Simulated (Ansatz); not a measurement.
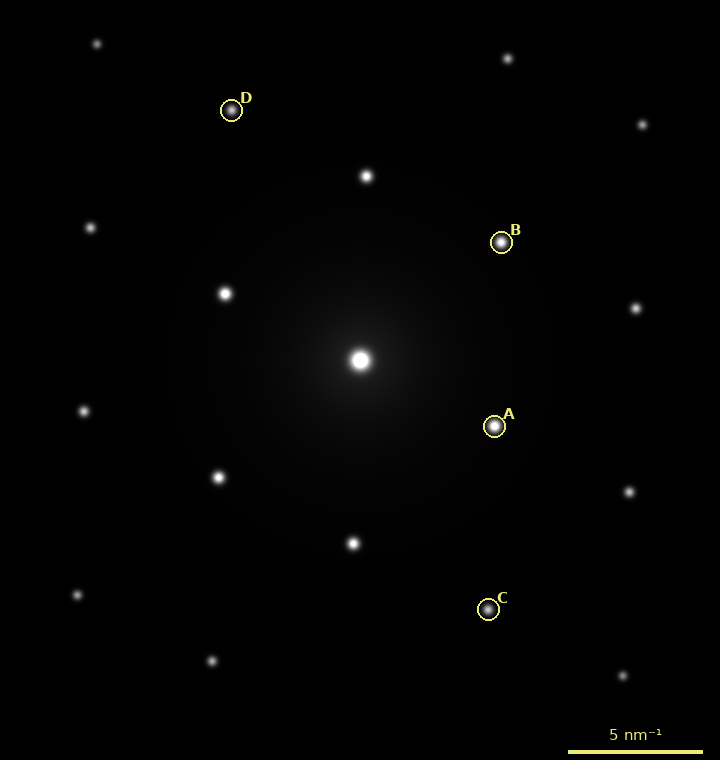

The pattern is a kinematic simulation for 200 kV electrons (no multiple scattering; isotropic B = 0.5 Å²). The zone axis points towards the electron source and the pattern is seen from the source side.

Hf, space group Im-3m (No. 229), a = 3.554 Å. Structure: the input geometry of an electronic-structure calculation (not necessarily at equilibrium); the starting structure was generated, so it need not be a known form of this composition.

```json
{"atom": "Hf", "site": "2a", "symmetry": "m-3m", "x": "0.0000", "y": "0.0000", "z": "0.0000"}
```

Spot A is indexed 0 0 -2 and spot B -1 2 -1.

Question: What are the indices of the remaining marked spots?

Answer: C = 2A − B = 1 -2 -3 (d = 0.950 Å). D = −2A + B = -1 2 3 (d = 0.950 Å).

Question: Give [uvw].

Answer: The cross product of A and B is parallel to [210]; every spot obeys hu + kv + lw = 0.

Question: What are the spacings of A and B and the angle between them?

Answer: d(A) = 1.777 Å, d(B) = 1.451 Å, and the angle is 65.9°.
